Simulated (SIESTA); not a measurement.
**As: 7 runs along one coordinate**

System: As (2 atoms in the cell).
Method: Kohn-Sham DFT of a periodic cell, LDA, PseudoDojo 0.4 standard, converted to PSML, no spin polarisation (SIESTA 5.4.2).

The 7 runs differ only in the geometry, by an even scaling of the cell at fixed fractional positions. The structure derives from an entry of the Crystallography Open Database.

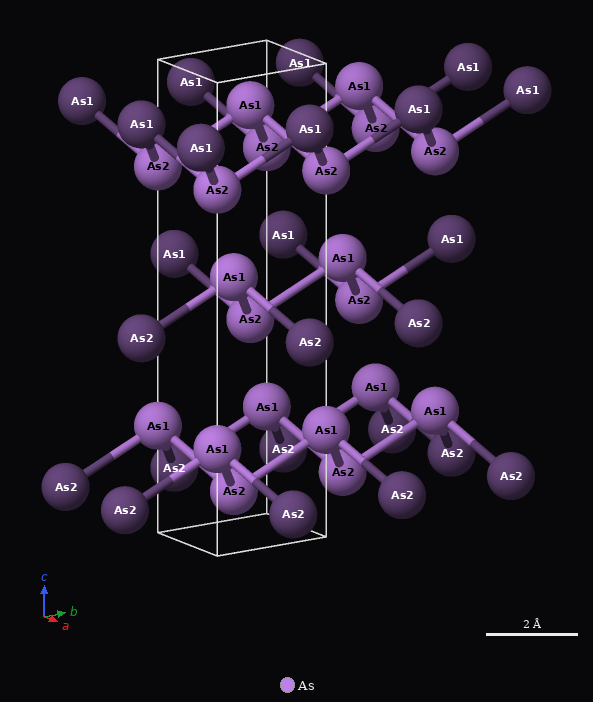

Figure 1. The structure of run 4 (ball-and-stick view of the cell 3 times as large as that of the calculation, set on its symmetry axes, repeated 1 × 2 × 1, seen slightly off an axis; neighbours outside the cell are drawn fainter; atoms are numbered from 1 in the order of the input). An atom can appear more than once, as a periodic image.

**Input of run 4**
```
SystemName                      Arsenolamprite
SystemLabel                     As
NumberOfSpecies                 1
NumberOfAtoms                   2
%block ChemicalSpeciesLabel
  1  33 As
%endblock ChemicalSpeciesLabel

LatticeConstant                 1.0 Ang
%block LatticeVectors
     1.8807968987     1.0858785957     3.5140619945
    -1.8807968987     1.0858785957     3.5140619945
     0.0000000000    -2.1717571915     3.5140619945
%endblock LatticeVectors
AtomicCoordinatesFormat         Fractional
%block AtomicCoordinatesAndAtomicSpecies
     0.2260000000     0.2260000000     0.2260000000  1  As
     0.7740000000     0.7740000000     0.7740000000  1  As
%endblock AtomicCoordinatesAndAtomicSpecies

%block kgrid.MonkhorstPack
    9   0   0  0.0
    0   9   0  0.0
    0   0   9  0.0
%endblock kgrid.MonkhorstPack
XC.Functional                   LDA
XC.Authors                      PW92
PAO.BasisSize                   DZP
PAO.EnergyShift                 0.003 Ry
Mesh.Cutoff                     500 Ry
OccupationFunction              FD
ElectronicTemperature           0.05 eV
MaxSCFIterations                120
SCF.MustConverge                false
SCF.Mixer.Method                Pulay
SCF.Mixer.Weight                0.25
SCF.Mixer.History               8
SCF.DM.Tolerance                5.0e-05
SCF.H.Tolerance                 1.0e-03 eV
WriteForces                     true
Charge.Mulliken                 end
%block PAO.Basis
  As 4
  n=4 0 2
    5.501 0.000
  n=4 1 2
    7.297 0.000
  n=3 2 2
    2.890 0.000
  n=4 2 1
    7.297
%endblock PAO.Basis
```

Command:
```bash
siesta As.fdf > As.out 2>&1
```

Run 2 differs from it as follows:
```diff
-     1.8807968987     1.0858785957     3.5140619945
-    -1.8807968987     1.0858785957     3.5140619945
-     0.0000000000    -2.1717571915     3.5140619945
+     1.8553776084     1.0712027616     3.4665688483
+    -1.8553776084     1.0712027616     3.4665688483
+     0.0000000000    -2.1424055233     3.4665688483
```

**Results, with one run withheld**

```csv
run,volume per atom (Å³),"free energy per atom, from the lowest run given (meV)",pressure (GPa)
1,20.239,27.74,6.46
2,20.669,?,?
3,21.100,4.13,2.46
4,21.530,0.00,0.69
5,21.961,0.25,−0.86
6,22.392,4.57,−2.28
7,22.822,12.48,−3.57
```

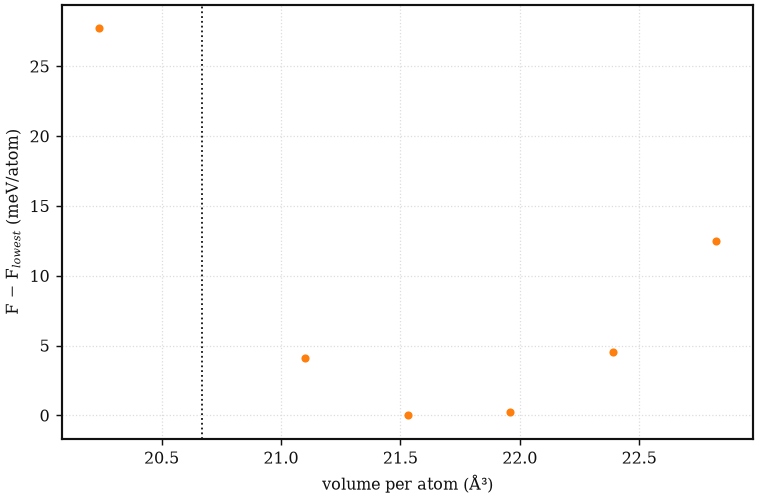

Figure 2. Free energy per atom of the runs given; the dotted line marks run 2.

Fit the runs given and predict run 2.

A cubic polynomial in V^(−2/3) (the Birch–Murnaghan form), fitted to the 6 runs given, misses them by at most 0.02 meV per atom. With x = V^(−2/3) − 0.12875 Å⁻², it reads F = −0.36091 + 402.4 x + 7.3688e+05 x² + 3.5387e+05 x³ (meV per atom). At run 2 it gives 13.23 meV per atom, and the run itself gives 13.21. The slope of the fit gives a pressure −dF/dV of 4.36 GPa there, and the run prints 4.34 GPa. The fit has its minimum at 21.715 Å³ per atom, where V d²F/dV² gives 79.7 GPa. Cell shape and fractional positions are held, so this is the stiffness under even scaling; the relaxed bulk modulus wasn't computed.

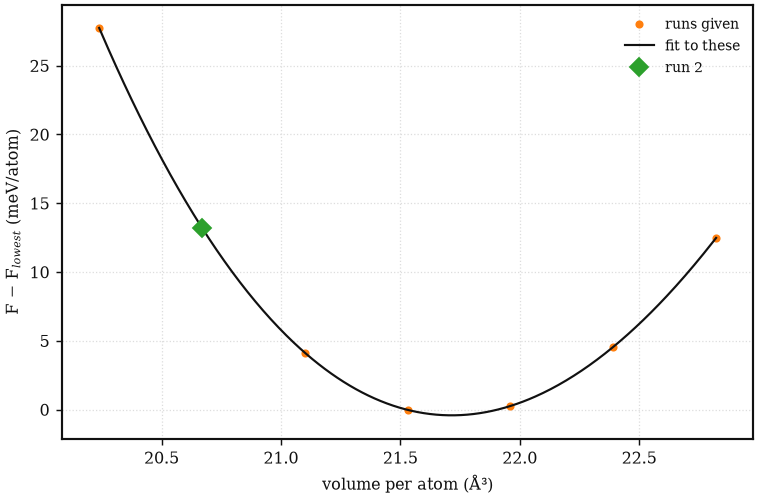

Figure 3. The fit and the withheld run.

**Some lines of the output (run 2)**
```
[...]
outcell: Cell volume (Ang**3)        :     41.3385
stepf: Fermi-Dirac step function
siesta: Etot    =     -5766.290882
siesta: FreeEng =     -5766.292351
        iscf     Eharris(eV)        E_KS(eV)     FreeEng(eV)     dDmax    Ef(eV) dHmax(eV)
siesta: E_KS(eV) =            -5766.3383
siesta: E_KS - E_eggbox =     -5766.3383
siesta: Etot    =     -5766.338334
siesta: FreeEng =     -5766.340008
siesta:         Fermi =      -4.183922
siesta: Cell volume =         41.338534 Ang**3
    Orbital volume contribution        =           1.758053 eV
```

Notes: Points of doubt noted for this run: mulliken charges of long orbitals. With a small basis of atomic orbitals these values can differ much from converged plane-wave results.
